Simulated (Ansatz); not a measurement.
**Geometry relaxation, with input and output: WS2 (part 1 of 2)**

System: WS2 (Fm-3m, 3 atoms in the cell).
Method: DFT, PBE, plane waves, PAW, no spin polarisation (Ansatz 0.2.0).

The structure was built on a prototype by a generator.

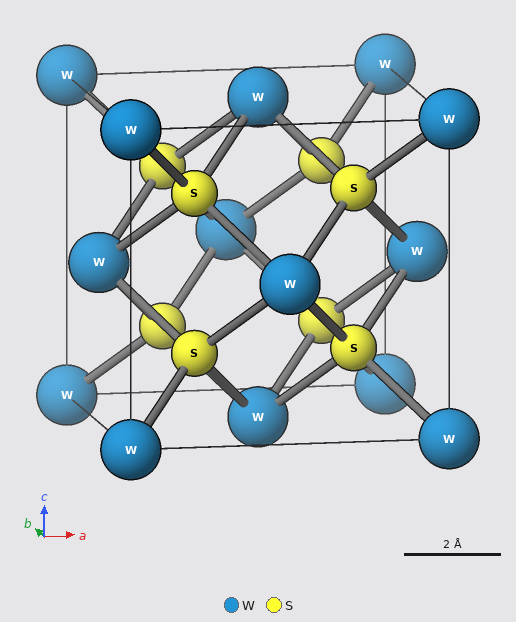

**Figure 1.** The structure as given in the input (ball-and-stick view of the cell 4 times as large as that of the calculation, set on its symmetry axes, seen slightly off an axis). Near neighbours in the crystal (not all of them lie inside the picture): W has 8 S at 2.93 Å; S has 4 W at 2.93 Å.

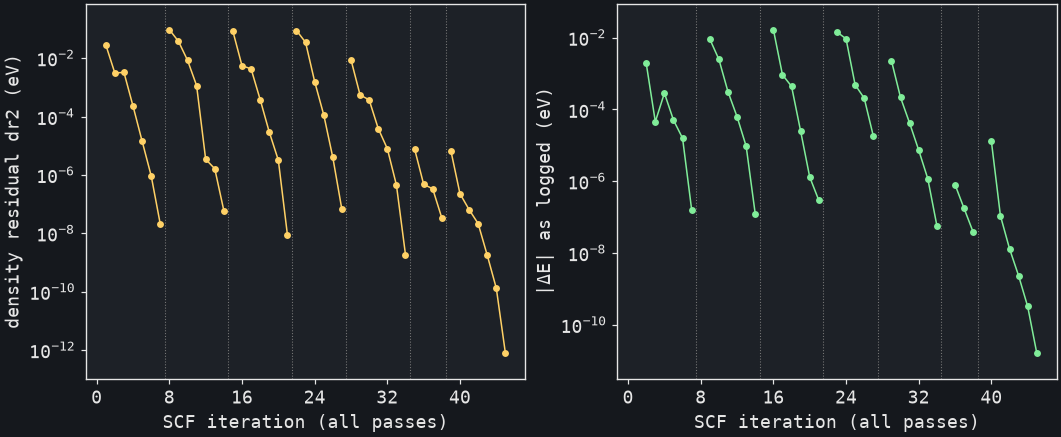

**Figure 2.** Convergence of the self-consistent field: density residual dr2 and size of the energy change against the SCF iteration. The dotted lines part the SCF passes of the relaxation: geometry steps, rejected trials and re-solves on a re-selected basis. The 7 passes take 4 to 7 iterations each, 45 in all.

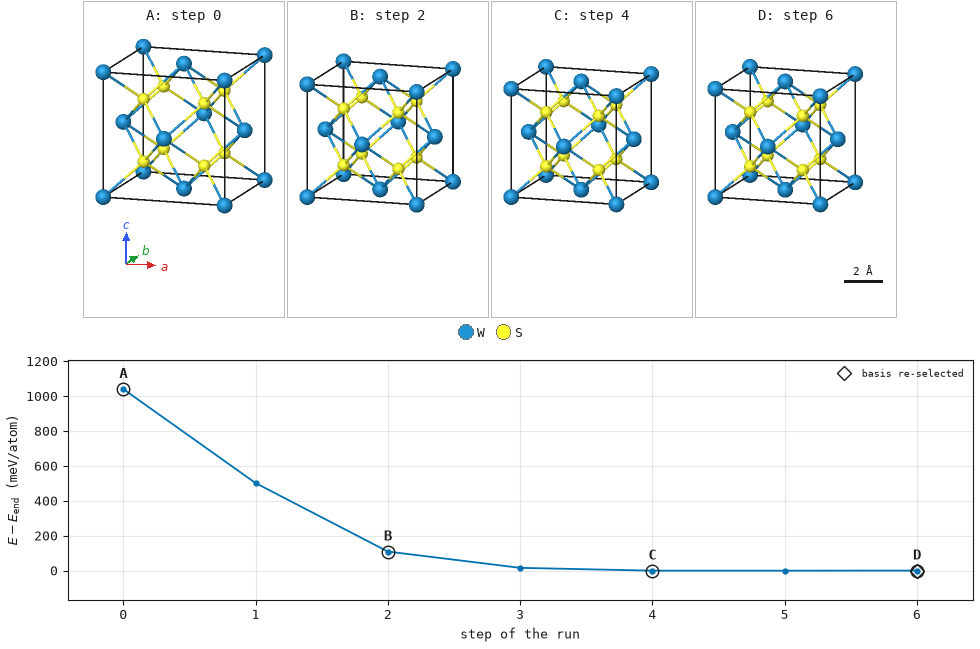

**Figure 3.** Frames of the relaxation (ball-and-stick view of the cell 4 times as large as that of the calculation, set on its symmetry axes, seen slightly off an axis) above the curves, on which the letters mark them (the first geometry is step 0 here and step 1 in the log).

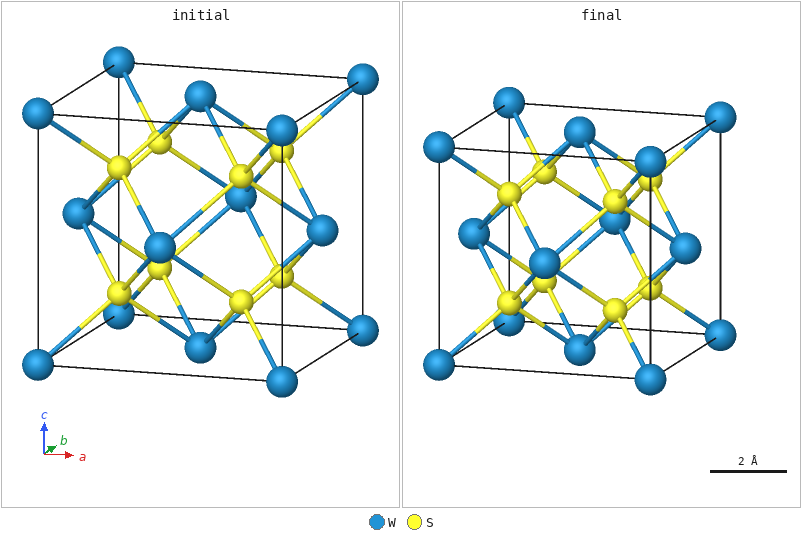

**Figure 4.** Before (left) and after (right) the relaxation, at one scale (ball-and-stick view of the cell 4 times as large as that of the calculation, set on its symmetry axes, seen slightly off an axis). After 5 geometry steps the energy has fallen by 1041 meV per atom. All forces vanish by symmetry, so only the cell relaxes. The pressure goes from −24.42 to −0.01 GPa. No atom moves by more than 0.005 Å relative to the cell. The drawn cell changes as follows: a = b = c 6.778 → 5.872 Å (−13.4 %); the volume changes by −35.0 %. Among the contacts that change: W1–S2 2.935 → 2.543 Å. The space group stays Fm-3m (No. 225). A last SCF at the same geometry on a re-selected plane-wave basis shifts the energy by +0.5 meV per atom. (Atoms are counted from 1 in the order of the input.)

The input that produced these results follows, with the program's output.

## Input file
```yaml
crystal:
  lattice:
    - [0.0, 3.38885149, 3.38885149]
    - [3.38885149, 0.0, 3.38885149]
    - [3.38885149, 3.38885149, 0.0]
  atoms:
    - { symbol: W, position: [0.0, 0.0, 0.0] }
    - { symbol: S, position: [0.25, 0.25, 0.25] }
    - { symbol: S, position: [0.75, 0.75, 0.75] }
kpoints:
  mp_grid: { grid: [6, 6, 6] }
hamiltonian:
  xc: pbe
scf:
  occupations: { method: fermi_dirac, width: 0.02 }
relax:
  f_tol: 0.005
  cell: {}
```

Launched with:
```bash
ansatz run input.yaml --threads 2 --pin off --max-ram 2211MiB --backend cpu --events-out ev --progress --plain --runs-dir out
```

## Log
```
Engine: ansatz 0.2.0, x86_64-unknown-linux-gnu
Pseudopotentials: kind: paw
Pseudopotential: W, paw, valence charge 14, recommended cutoff 420 eV (normal), W.paw.azcp
Pseudopotential: S, paw, valence charge 6, recommended cutoff 420 eV (normal), S.paw.azcp
Functional definition: PBE
  parameter kappa = 0.804
  parameter beta = 0.06672455060314922
  exchange = pbe_x(kappa = kappa, mu = beta*pi^2/3)
  correlation = pbe_c(beta = beta)
Crystal: 3 atoms, lattice volume = 77.837 Å³
Basis set: ecut = 420 eV, 1471 PW (Γ), exchange–correlation on 72×72×72 points (8 copies of the dense FFT grid, shifted against one another)
Bands: 17, of which v1, the nominal top of the filled ones, is band 13 counted from 1 (12 counted from 0)
Symmetry: 48 space group operations
Space group: Fm-3m (ITA 225), of the structure as read, at distance tolerance 4.3e-5 Å
k-points: 16 of 216
Non-local potential: W, projectors of the file, l = 0: 3, l = 1: 2, l = 2: 2, l = 3: 1
Non-local potential: S, projectors of the file, l = 0: 2, l = 1: 2, l = 2: 2
PAW form: soft (Blöchl's): semilocal exchange-correlation on the pseudo side does not see the compensation charge
PAW one-centre angular grid: W, 590 points (default); XC on 64 Gauss nodes
PAW one-centre angular grid: S, 110 points (default); XC on 64 Gauss nodes
Initial density: superposition of atomic densities (neutral atoms: chi_scale 0, normalization atom), corrected by the library's trained network
Initial wavefunctions: pseudopotential atomic-orbital guess
Functional: x = pbe(κ = 0.804, μ = 0.2195149727645171), c = pbe(β = 0.06672455060314922)
SCF iter   1: F=—  HF=-12185.776981 eV  |F-HF|=—  |Δ(HF+E_count)|=         —  Δρ=7.84e-3  dr2=2.86e-2  ethr=1.77e-3  ⟨swp⟩=5.9  Hψ=1458  notcnv=0
preconditioner: auto → LDOS  [metal: Δε(μ)=0.010 eV  Ē_g=5.800 eV  σ=0.020 eV  W_gap=0.13  n_scr=14 (ndim 8)  ℏωp=17.9 eV  f_vac=0.053  D(μ)=10.52/eV (n_scr^D=168)  β→1.0]
SCF iter   2: F=—  HF=-12185.778893 eV  |F-HF|=—  |Δ(HF+E_count)|=   1.91e-3  Δρ=1.95e-3  dr2=3.08e-3  ethr=1.10e-4  ⟨swp⟩=2.0  Hψ=450  notcnv=0
SCF iter   3: F=—  HF=-12185.778848 eV  |F-HF|=—  |Δ(HF+E_count)|=   4.54e-5  Δρ=1.36e-3  dr2=3.26e-3  ethr=1.18e-5  ⟨swp⟩=2.0  Hψ=476  notcnv=0
SCF iter   4: F=—  HF=-12185.778563 eV  |F-HF|=—  |Δ(HF+E_count)|=   2.85e-4  Δρ=5.10e-4  dr2=2.28e-4  ethr=1.18e-5  ⟨swp⟩=1.0  Hψ=272  notcnv=0
SCF iter   5: F=—  HF=-12185.778614 eV  |F-HF|=—  |Δ(HF+E_count)|=   5.04e-5  Δρ=1.00e-4  dr2=1.44e-5  ethr=8.77e-7  ⟨swp⟩=2.4  Hψ=376  notcnv=0
SCF iter   6: F=—  HF=-12185.778630 eV  |F-HF|=—  |Δ(HF+E_count)|=   1.58e-5  Δρ=2.52e-5  dr2=9.33e-7  ethr=5.54e-8  ⟨swp⟩=2.9  Hψ=487  notcnv=0
SCF iter   7: F=-12185.778630 eV  HF=-12185.778630 eV  |F-HF|=6.96e-9  |Δ(HF+E_count)|=   1.61e-7  Δρ=4.34e-6  dr2=2.08e-8  ethr=3.85e-10  ⟨swp⟩=3.1  Hψ=1058  notcnv=0
SCF 1 converged in 7 iterations: F = -12185.778630 eV  dr2 = 2.08e-8
  greatest PAW one-centre occupation: 1.000 electrons in one spin orbital (limit 2), on the W atom at site 0 (counted from 0), in its partial waves of l = 0
relax step   1: F+E_penalty+E_count = -12185.77862973 eV  Δ(F+E_penalty+E_count) = +0.000e0 eV  max|allowed force component| = 7.710e-18 eV/Å  Δτ_max = 0.0000 Å  P = -24.417 GPa  Ω = 77.837 Å³  (7 SCF iters, dr2 threshold 1.00e-7 eV, accepted)
Crystal: 3 atoms, lattice volume = 67.000 Å³
Basis set: ecut = 420 eV, 1363 PW (Γ), exchange–correlation on 72×72×72 points (8 copies of the dense FFT grid, shifted against one another)
Initial density: handed on by an earlier stage of this run
Initial wavefunctions: those handed on with the density
iter 1 solved again at ethr=3.69e-4 eV; its pass at ethr=3.10e-3 eV (dr2=9.60e-2 eV) is discarded
SCF iter   1: F=—  HF=-12187.406790 eV  |F-HF|=—  |Δ(HF+E_count)|=         —  Δρ=7.95e-3  dr2=9.46e-2  ethr=3.69e-4  ⟨swp⟩=1.0  Hψ=1655  notcnv=0
preconditioner: auto → LDOS  [metal: Δε(μ)=0.035 eV  Ē_g=6.523 eV  σ=0.020 eV  W_gap=0.41  n_scr=14 (ndim 8)  ℏωp=19.2 eV  f_vac=0.029  D(μ)=7.07/eV (n_scr^D=112)  β→1.0]
SCF iter   2: F=—  HF=-12187.397708 eV  |F-HF|=—  |Δ(HF+E_count)|=   9.08e-3  Δρ=5.71e-3  dr2=3.78e-2  ethr=3.64e-4  ⟨swp⟩=2.2  Hψ=422  notcnv=0
SCF iter   3: F=—  HF=-12187.395226 eV  |F-HF|=—  |Δ(HF+E_count)|=   2.48e-3  Δρ=2.39e-3  dr2=8.48e-3  ethr=1.45e-4  ⟨swp⟩=2.4  Hψ=435  notcnv=0
SCF iter   4: F=—  HF=-12187.394914 eV  |F-HF|=—  |Δ(HF+E_count)|=   3.12e-4  Δρ=8.42e-4  dr2=1.15e-3  ethr=3.26e-5  ⟨swp⟩=1.3  Hψ=293  notcnv=0
SCF iter   5: F=—  HF=-12187.394851 eV  |F-HF|=—  |Δ(HF+E_count)|=   6.26e-5  Δρ=8.24e-5  dr2=3.43e-6  ethr=4.42e-6  ⟨swp⟩=1.3  Hψ=277  notcnv=0
SCF iter   6: F=—  HF=-12187.394861 eV  |F-HF|=—  |Δ(HF+E_count)|=   9.49e-6  Δρ=3.60e-5  dr2=1.63e-6  ethr=1.15e-9  ⟨swp⟩=5.8  Hψ=1137  notcnv=0
SCF iter   7: F=-12187.394861 eV  HF=-12187.394861 eV  |F-HF|=4.07e-8  |Δ(HF+E_count)|=   1.24e-7  Δρ=6.82e-6  dr2=6.00e-8  ethr=1.15e-9  ⟨swp⟩=3.3  Hψ=1033  notcnv=0
SCF 2 converged in 7 iterations: F = -12187.394861 eV  dr2 = 6.00e-8
relax step   2: F+E_penalty+E_count = -12187.39486101 eV  Δ(F+E_penalty+E_count) = -1.616e0 eV  max|allowed force component| = 1.542e-16 eV/Å  Δτ_max = 0.0000 Å  P = -22.604 GPa  Ω = 67.000 Å³  energy of the carried Pulay correction = +7.627e-4 eV  (7 SCF iters, dr2 threshold 3.00e-7 eV, accepted)
Crystal: 3 atoms, lattice volume = 57.218 Å³
Basis set: ecut = 420 eV, 1139 PW (Γ), exchange–correlation on 72×72×72 points (8 copies of the dense FFT grid, shifted against one another)
iter 1 solved again at ethr=3.21e-4 eV; its pass at ethr=3.10e-3 eV (dr2=8.34e-2 eV) is discarded
SCF iter   1: F=—  HF=-12188.589361 eV  |F-HF|=—  |Δ(HF+E_count)|=         —  Δρ=8.62e-3  dr2=8.24e-2  ethr=3.21e-4  ⟨swp⟩=1.0  Hψ=1692  notcnv=0
preconditioner: auto → LDOS  [metal: Δε(μ)=0.031 eV  Ē_g=7.454 eV  σ=0.020 eV  W_gap=0.37  n_scr=14 (ndim 8)  ℏωp=20.8 eV  f_vac=0.015  D(μ)=6.08/eV (n_scr^D=64)  β→1.0]
SCF iter   2: F=—  HF=-12188.572666 eV  |F-HF|=—  |Δ(HF+E_count)|=   1.67e-2  Δρ=3.94e-3  dr2=5.50e-3  ethr=3.17e-4  ⟨swp⟩=2.1  Hψ=387  notcnv=0
SCF iter   3: F=—  HF=-12188.573586 eV  |F-HF|=—  |Δ(HF+E_count)|=   9.20e-4  Δρ=1.87e-3  dr2=4.29e-3  ethr=2.12e-5  ⟨swp⟩=2.0  Hψ=480  notcnv=0
SCF iter   4: F=—  HF=-12188.573145 eV  |F-HF|=—  |Δ(HF+E_count)|=   4.40e-4  Δρ=6.94e-4  dr2=3.81e-4  ethr=1.65e-5  ⟨swp⟩=1.1  Hψ=273  notcnv=0
SCF iter   5: F=—  HF=-12188.573121 eV  |F-HF|=—  |Δ(HF+E_count)|=   2.48e-5  Δρ=1.92e-4  dr2=2.95e-5  ethr=1.46e-6  ⟨swp⟩=2.6  Hψ=431  notcnv=0
SCF iter   6: F=—  HF=-12188.573122 eV  |F-HF|=—  |Δ(HF+E_count)|=   1.31e-6  Δρ=5.85e-5  dr2=3.20e-6  ethr=1.14e-7  ⟨swp⟩=2.8  Hψ=427  notcnv=0
SCF iter   7: F=-12188.573122 eV  HF=-12188.573122 eV  |F-HF|=2.91e-8  |Δ(HF+E_count)|=   2.94e-7  Δρ=5.53e-6  dr2=8.92e-9  ethr=1.15e-9  ⟨swp⟩=3.6  Hψ=1167  notcnv=0
SCF 3 converged in 7 iterations: F = -12188.573122 eV  dr2 = 8.92e-9
relax step   3: F+E_penalty+E_count = -12188.57312166 eV  Δ(F+E_penalty+E_count) = -1.178e0 eV  max|allowed force component| = 1.434e-16 eV/Å  Δτ_max = 0.0000 Å  P = -14.250 GPa  Ω = 57.218 Å³  energy of the carried Pulay correction = +1.557e-3 eV  (7 SCF iters, dr2 threshold 3.00e-7 eV, accepted)
Crystal: 3 atoms, lattice volume = 48.437 Å³
Basis set: ecut = 420 eV, 941 PW (Γ), exchange–correlation on 72×72×72 points (8 copies of the dense FFT grid, shifted against one another)
iter 1 solved again at ethr=3.40e-4 eV; its pass at ethr=3.10e-3 eV (dr2=8.84e-2 eV) is discarded
```
